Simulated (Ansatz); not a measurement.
**Ni: geometry relaxation (part 1 of 4)**

System: Ni (interface cell, 20 atoms in the cell).
Method: DFT PBEsol, scalar-relativistic, plane waves, PAW, spin-polarised (Ansatz 0.2.0).

The structure derives from an entry of the Crystallography Open Database. It belongs to a series of runs on one base structure; here: symmetric tilt boundary Sigma 5 (2 1 0), mirror between planes, shift [0.5, 0]. Figures and captions count atoms from 1; the log counts them from 0 in places.

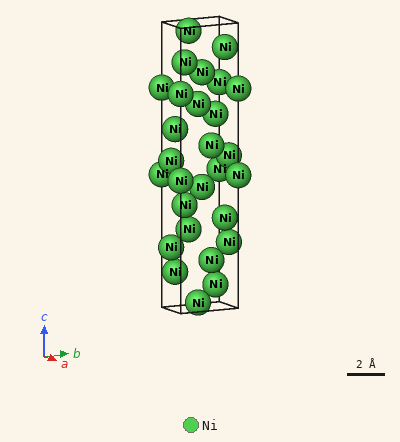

The structure as given in the input (spheres-only view of the cell of the calculation, seen slightly off an axis). An atom can appear more than once, as a periodic image.

**Input**
```yaml
crystal:
  lattice:
    - [3.4631454478, 0.0, 0.0]
    - [-1.7315727239, 3.8719143186, 0.0]
    - [0.0, 0.0, 15.7876572746]
  atoms:
    - { symbol: Ni, position: [0.4, 0.8, 0.0735748361], spin: 0.73 }
    - { symbol: Ni, position: [0.2, 0.4, 0.2697743989], spin: 0.73 }
    - { symbol: Ni, position: [0.7, 0.4, 0.0245249454], spin: 0.73 }
    - { symbol: Ni, position: [0.5, 0.0, 0.2207245082], spin: 0.73 }
    - { symbol: Ni, position: [0.9, 0.8, 0.3188242896], spin: 0.73 }
    - { symbol: Ni, position: [0.8, 0.6, 0.1716746175], spin: 0.73 }
    - { symbol: Ni, position: [0.6, 0.2, 0.3678741803], spin: 0.73 }
    - { symbol: Ni, position: [0.1, 0.2, 0.1226247268], spin: 0.73 }
    - { symbol: Ni, position: [0.3, 0.6, 0.416924071], spin: 0.73 }
    - { symbol: Ni, position: [1.0, 1.0, 0.4659739617], spin: 0.73 }
    - { symbol: Ni, position: [0.9, 0.8, 0.916924071], spin: 0.73 }
    - { symbol: Ni, position: [0.7, 0.4, 0.7207245082], spin: 0.73 }
    - { symbol: Ni, position: [0.2, 0.4, 0.9659739617], spin: 0.73 }
    - { symbol: Ni, position: [1.0, 0.0, 0.7697743989], spin: 0.73 }
    - { symbol: Ni, position: [0.4, 0.8, 0.6716746175], spin: 0.73 }
    - { symbol: Ni, position: [0.3, 0.6, 0.8188242896], spin: 0.73 }
    - { symbol: Ni, position: [0.1, 0.2, 0.6226247268], spin: 0.73 }
    - { symbol: Ni, position: [0.6, 0.2, 0.8678741803], spin: 0.73 }
    - { symbol: Ni, position: [0.8, 0.6, 0.5735748361], spin: 0.73 }
    - { symbol: Ni, position: [0.5, 1.0, 0.5245249454], spin: 0.73 }
basis:
  ecutwfc: 420
kpoints:
  mp_grid: { grid: [10, 10, 3] }
hamiltonian:
  xc: pbesol
scf:
  occupations: { method: gaussian, width: 0.1 }
  lower_state_search: "off"
output:
  forces: true
  stress: true
  eigenvalues: true
  populations: true
  write_density: true
  write_potential: true
  elf: true
  volumetric_format: npy
magnetization:
  spin_polarized: true
relax:
  adjacent_minimum: "off"
  f_tol: 0.02
  max_steps: 60
  cell: { fix: [a, b, alpha, beta, gamma], stress_tol: 0.1 }
```

Run on 4 threads of AMD EPYC (Zen 3), 32 GiB of memory available, shared host.

Command:
```bash
ansatz run input.yaml --threads 4 --pin off --max-ram 11264MiB --backend cpu --events-out ev --progress --plain --runs-dir out
```

**The program's output**
```
Engine: ansatz 0.2.0, x86_64-unknown-linux-gnu
Pseudopotentials: kind: paw
Pseudopotential: Ni, paw, valence charge 18, recommended cutoff 420 eV (normal), Ni.paw.azcp
Functional definition: PBEsol
  exchange = pbesol_x
  correlation = pbesol_c
Crystal: 20 atoms, lattice volume = 211.697 Å³
Basis set: ecut = 420 eV, 4121 PW (Γ), exchange–correlation on 48×60×216 points (8 copies of the dense FFT grid, shifted against one another)
Bands: 225, of which v1, the nominal top of the filled ones, is band 180 counted from 1 (179 counted from 0)
Symmetry: 8 space group operations
Space group: Cmce (ITA 64), of the structure as read, at distance tolerance 6.0e-5 Å
Magnetic group: BNS 64.469 (UNI 567), of the structure as read, at distance tolerance 6.0e-5 Å
k-points: 62 of 300
Non-local potential: Ni, projectors of the file, l = 0: 3, l = 1: 2, l = 2: 3, l = 3: 1
PAW form: soft (Blöchl's): semilocal exchange-correlation on the pseudo side does not see the compensation charge
PAW frozen core: Ni, regenerated for the run's functional, and the local potential with it (the file was generated under x = pbe(κ = 0.804, μ = 0.2195149727645171), c = pbe(β = 0.06672455060314922))
PAW one-centre angular grid: Ni, 590 points (default); XC on 64 Gauss nodes
Initial density: superposition of atomic densities (chi_scale 0.1, normalization cell)
Starting moments: Σ|m| = 14.6 μB on 20 of 20 sites
Initial wavefunctions: pseudopotential atomic-orbital guess
Functional: x = pbesol(κ = 0.804, μ = 0.12345679012345678), c = pbesol(β = 0.046)
iter 1 solved again at ethr=2.11e-3 eV; its pass at ethr=3.10e-3 eV (dr2=7.58e0 eV) is discarded
SCF iter   1: F=—  HF=-116094.781853 eV  |F-HF|=—  |Δ(HF+E_count)|=         —  Δρ=4.16e-2 (↑1.85e-2 ↓4.16e-2)  dr2=7.60e0  dr2_m=4.88e-1  M=12.410 μB ∫|m|=12.920 μB  β_m=0.30  ethr=2.11e-3  ⟨swp⟩=2.0  Hψ=116681  notcnv=0
preconditioner: auto → Kerker (q_TF=auto, 2.981 Å⁻¹)  [metal: Δε(μ)=0.002 eV  Ē_g=9.252 eV  σ=0.100 eV  W_gap=0.01  n_scr=84 (ndim 8)  ℏωp=36.1 eV  f_vac=0.000  D(μ)=33.50/eV (n_scr^D=550)]
spin=Collinear: Kerker preconditioning applied to the charge; magnetization (m = ρ↑ − ρ↓) channel mixes plain (no charge-response kernel on spin).
SCF iter   2: F=—  HF=-116095.451039 eV  |F-HF|=—  |Δ(HF+E_count)|=   6.69e-1  Δρ=9.44e-2 (↑3.52e-2 ↓9.44e-2)  dr2=4.16e1  dr2_m=1.90e0  M=11.543 μB ∫|m|=12.239 μB  β_m=0.30  ethr=2.11e-3  ⟨swp⟩=2.7  Hψ=34193  notcnv=0
SCF iter   3: F=—  HF=-116094.664141 eV  |F-HF|=—  |Δ(HF+E_count)|=   7.87e-1  Δρ=2.10e-2 (↑1.31e-2 ↓2.10e-2)  dr2=1.95e0  dr2_m=1.88e-1  M=12.201 μB ∫|m|=13.025 μB  β_m=0.30  ethr=2.11e-3  ⟨swp⟩=2.0  Hψ=33259  notcnv=0  defer=3930
SCF iter   4: F=—  HF=-116094.731351 eV  |F-HF|=—  |Δ(HF+E_count)|=   6.72e-2  Δρ=4.80e-2 (↑1.64e-2 ↓4.80e-2)  dr2=9.24e0  dr2_m=5.83e-1  M=12.160 μB ∫|m|=13.116 μB  β_m=0.30  ethr=5.42e-4  ⟨swp⟩=2.3  Hψ=37848  notcnv=0  defer=3930
SCF iter   5: F=—  HF=-116094.349488 eV  |F-HF|=—  |Δ(HF+E_count)|=   3.82e-1  Δρ=1.38e-2 (↑9.09e-3 ↓1.38e-2)  dr2=3.44e-1  dr2_m=1.13e-1  M=12.147 μB ∫|m|=13.203 μB  β_m=0.30  ethr=5.42e-4  ⟨swp⟩=2.0  Hψ=36475  notcnv=0  defer=3930
SCF iter   6: F=—  HF=-116094.416162 eV  |F-HF|=—  |Δ(HF+E_count)|=   6.67e-2  Δρ=1.13e-2 (↑6.61e-3 ↓1.13e-2)  dr2=5.77e-1  dr2_m=6.34e-2  M=12.174 μB ∫|m|=13.309 μB  β_m=0.30  ethr=9.57e-5  ⟨swp⟩=2.6  Hψ=48623  notcnv=0  defer=3899
Mixer restart at iter 6: flushing history
spin-set hold released at iteration 6 (site moments contracting): the magnetisation degrees of freedom join the quasi-Newton model from the next iteration; the mixer history was flushed
SCF iter   7: F=—  HF=-116094.477619 eV  |F-HF|=—  |Δ(HF+E_count)|=   6.15e-2  Δρ=2.55e-2 (↑7.53e-3 ↓2.55e-2)  dr2=2.05e0  dr2_m=2.18e-1  M=12.231 μB ∫|m|=13.436 μB  β_m=0.14  ethr=9.57e-5  ⟨swp⟩=2.1  Hψ=35745  notcnv=0  defer=3882  recentre
SCF iter   8: F=—  HF=-116094.418035 eV  |F-HF|=—  |Δ(HF+E_count)|=   5.96e-2  Δρ=7.76e-3 (↑5.41e-3 ↓7.76e-3)  dr2=3.11e-1  dr2_m=4.15e-2  M=12.196 μB ∫|m|=13.375 μB  β_m=0.08  ethr=9.57e-5  ⟨swp⟩=2.0  Hψ=34862  notcnv=0  defer=3878
SCF iter   9: F=—  HF=-116094.428633 eV  |F-HF|=—  |Δ(HF+E_count)|=   1.06e-2  Δρ=7.59e-3 (↑3.71e-3 ↓7.59e-3)  dr2=9.20e-2  dr2_m=4.35e-2  M=12.239 μB ∫|m|=13.482 μB  β_m=0.03  ethr=8.65e-5  ⟨swp⟩=1.0  Hψ=24151  notcnv=0  defer=3878
SCF iter  10: F=—  HF=-116094.434519 eV  |F-HF|=—  |Δ(HF+E_count)|=   5.89e-3  Δρ=4.47e-3 (↑2.80e-3 ↓4.47e-3)  dr2=2.00e-2  dr2_m=2.30e-2  M=12.260 μB ∫|m|=13.557 μB  β_m=0.19  ethr=2.56e-5  ⟨swp⟩=1.0  Hψ=24087  notcnv=0  defer=3878
SCF iter  11: F=—  HF=-116094.446741 eV  |F-HF|=—  |Δ(HF+E_count)|=   1.22e-2  Δρ=2.84e-3 (↑1.48e-3 ↓2.84e-3)  dr2=1.21e-2  dr2_m=4.75e-3  M=12.354 μB ∫|m|=13.848 μB  β_m=0.51  ethr=5.56e-6  ⟨swp⟩=2.0  Hψ=47914  notcnv=0  defer=3878
SCF iter  12: F=—  HF=-116094.447697 eV  |F-HF|=—  |Δ(HF+E_count)|=   9.55e-4  Δρ=5.40e-3 (↑1.64e-3 ↓5.40e-3)  dr2=8.07e-2  dr2_m=7.68e-3  M=12.378 μB ∫|m|=13.865 μB  β_m=0.34  ethr=3.35e-6  ⟨swp⟩=2.0  Hψ=38317  notcnv=0  defer=3878  recentre
SCF iter  13: F=—  HF=-116094.444128 eV  |F-HF|=—  |Δ(HF+E_count)|=   3.57e-3  Δρ=1.17e-3 (↑6.55e-4 ↓1.17e-3)  dr2=3.80e-3  dr2_m=6.96e-4  M=12.383 μB ∫|m|=13.874 μB  β_m=0.46  ethr=3.35e-6  ⟨swp⟩=2.0  Hψ=34339  notcnv=0  defer=3878
SCF iter  14: F=—  HF=-116094.444442 eV  |F-HF|=—  |Δ(HF+E_count)|=   3.14e-4  Δρ=6.02e-4 (↑4.46e-4 ↓6.02e-4)  dr2=1.55e-3  dr2_m=1.07e-4  M=12.389 μB ∫|m|=13.883 μB  β_m=0.70  ethr=1.06e-6  ⟨swp⟩=1.1  Hψ=24753  notcnv=0  defer=3878
SCF iter  15: F=—  HF=-116094.445124 eV  |F-HF|=—  |Δ(HF+E_count)|=   6.82e-4  Δρ=2.24e-3 (↑6.75e-4 ↓2.24e-3)  dr2=1.46e-2  dr2_m=1.28e-3  M=12.388 μB ∫|m|=13.878 μB  β_m=0.49  ethr=4.29e-7  ⟨swp⟩=2.0  Hψ=36049  notcnv=0  defer=3878  recentre
SCF iter  16: F=—  HF=-116094.444530 eV  |F-HF|=—  |Δ(HF+E_count)|=   5.95e-4  Δρ=1.49e-4 (↑1.03e-4 ↓1.49e-4)  dr2=9.12e-5  dr2_m=6.97e-6  M=12.394 μB ∫|m|=13.886 μB  β_m=0.49  ethr=4.29e-7  ⟨swp⟩=2.0  Hψ=35044  notcnv=0  defer=3878
SCF iter  17: F=—  HF=-116094.444721 eV  |F-HF|=—  |Δ(HF+E_count)|=   1.91e-4  Δρ=1.79e-4 (↑4.56e-5 ↓1.79e-4)  dr2=7.98e-5  dr2_m=1.20e-5  M=12.395 μB ∫|m|=13.888 μB  β_m=0.53  ethr=2.53e-8  ⟨swp⟩=2.0  Hψ=37629  notcnv=0  defer=3878
SCF iter  18: F=—  HF=-116094.444721 eV  |F-HF|=—  |Δ(HF+E_count)|=   8.80e-7  Δρ=1.86e-4 (↑6.97e-5 ↓1.86e-4)  dr2=1.78e-4  dr2_m=7.52e-6  M=12.395 μB ∫|m|=13.888 μB  β_m=0.41  ethr=2.22e-8  ⟨swp⟩=1.9  Hψ=28980  notcnv=0  defer=3878
SCF iter  19: F=—  HF=-116094.444718 eV  |F-HF|=—  |Δ(HF+E_count)|=   3.76e-6  Δρ=5.92e-5 (↑3.40e-5 ↓5.92e-5)  dr2=1.13e-5  dr2_m=1.55e-6  M=12.396 μB ∫|m|=13.888 μB  β_m=0.48  ethr=2.22e-8  ⟨swp⟩=1.0  Hψ=24087  notcnv=0  defer=3878
SCF iter  20: F=—  HF=-116094.444719 eV  |F-HF|=—  |Δ(HF+E_count)|=   1.57e-6  Δρ=1.09e-4 (↑3.07e-5 ↓1.09e-4)  dr2=3.65e-5  dr2_m=3.65e-6  M=12.396 μB ∫|m|=13.888 μB  β_m=0.34  ethr=3.15e-9  ⟨swp⟩=2.0  Hψ=32510  notcnv=0  defer=3878  recentre
SCF iter  21: F=—  HF=-116094.444718 eV  |F-HF|=—  |Δ(HF+E_count)|=   1.11e-6  Δρ=3.80e-5 (↑1.65e-5 ↓3.80e-5)  dr2=4.45e-6  dr2_m=5.82e-7  M=12.396 μB ∫|m|=13.888 μB  β_m=0.35  ethr=3.15e-9  ⟨swp⟩=2.0  Hψ=30303  notcnv=0  defer=3878
SCF iter  22: F=—  HF=-116094.444718 eV  |F-HF|=—  |Δ(HF+E_count)|=   1.36e-7  Δρ=4.99e-5 (↑1.67e-5 ↓4.99e-5)  dr2=7.91e-6  dr2_m=7.39e-7  M=12.396 μB ∫|m|=13.887 μB  β_m=0.35  ethr=1.24e-9  ⟨swp⟩=1.6  Hψ=26265  notcnv=0  defer=3878
SCF iter  23: F=—  HF=-116094.444718 eV  |F-HF|=—  |Δ(HF+E_count)|=   2.53e-7  Δρ=2.14e-5 (↑8.11e-6 ↓2.14e-5)  dr2=1.86e-6  dr2_m=1.24e-7  M=12.396 μB ∫|m|=13.887 μB  β_m=0.32  ethr=1.24e-9  ⟨swp⟩=1.2  Hψ=24265  notcnv=0  defer=3878
SCF iter  24: F=—  HF=-116094.444718 eV  |F-HF|=—  |Δ(HF+E_count)|=   6.26e-8  Δρ=1.24e-5 (↑3.65e-6 ↓1.24e-5)  dr2=6.02e-7  dr2_m=5.66e-8  M=12.396 μB ∫|m|=13.887 μB  β_m=0.37  ethr=5.16e-10  ⟨swp⟩=1.0  Hψ=24023  notcnv=0  defer=3878
SCF iter  25: F=—  HF=-116094.444718 eV  |F-HF|=—  |Δ(HF+E_count)|=   1.50e-8  Δρ=7.06e-6 (↑2.21e-6 ↓7.06e-6)  dr2=2.29e-7  dr2_m=1.60e-8  M=12.395 μB ∫|m|=13.887 μB  β_m=0.41  ethr=1.67e-10  ⟨swp⟩=1.0  Hψ=24022  notcnv=0  defer=3878
SCF iter  26: F=-116094.444718 eV  HF=-116094.444718 eV  |F-HF|=4.77e-8  |Δ(HF+E_count)|=   1.80e-9  Δρ=2.97e-6 (↑1.11e-6 ↓2.97e-6)  dr2=5.13e-8  dr2_m=2.80e-9  M=12.395 μB ∫|m|=13.887 μB  ethr=2.78e-11  ⟨swp⟩=12.0  Hψ=199324  notcnv=0
SCF 1 converged in 26 iterations: F = -116094.444718 eV  dr2 = 5.13e-8
  greatest PAW one-centre occupation: 1.002 electrons in one spin orbital (limit 2), on the Ni atom at site 9 (counted from 0), in its partial waves of l = 1
relax step   1: F+E_penalty+E_count = -116094.44471797 eV  Δ(F+E_penalty+E_count) = +0.000e0 eV  max|allowed force component| = 4.703e0 eV/Å  Δτ_max = 0.0000 Å  P = +8.609 GPa  Ω = 211.697 Å³  fix = [a, b, alpha, beta, gamma]  reactions: a +16.929, b +3.420 GPa; gamma +6.042 GPa/rad  (26 SCF iters, dr2 threshold 1.00e-7 eV, accepted)
Crystal: 20 atoms, lattice volume = 212.623 Å³
Basis set: ecut = 420 eV, 4137 PW (Γ), exchange–correlation on 48×60×216 points (8 copies of the dense FFT grid, shifted against one another)
Initial density: handed on by an earlier stage of this run
Starting moments: Σ|m| = 14.6 μB on 20 of 20 sites; this step starts from the density that it was given
Initial wavefunctions: those handed on with the density
iter 1 solved again at ethr=8.26e-5 eV; its pass at ethr=3.10e-3 eV (dr2=2.97e-1 eV) is discarded
```
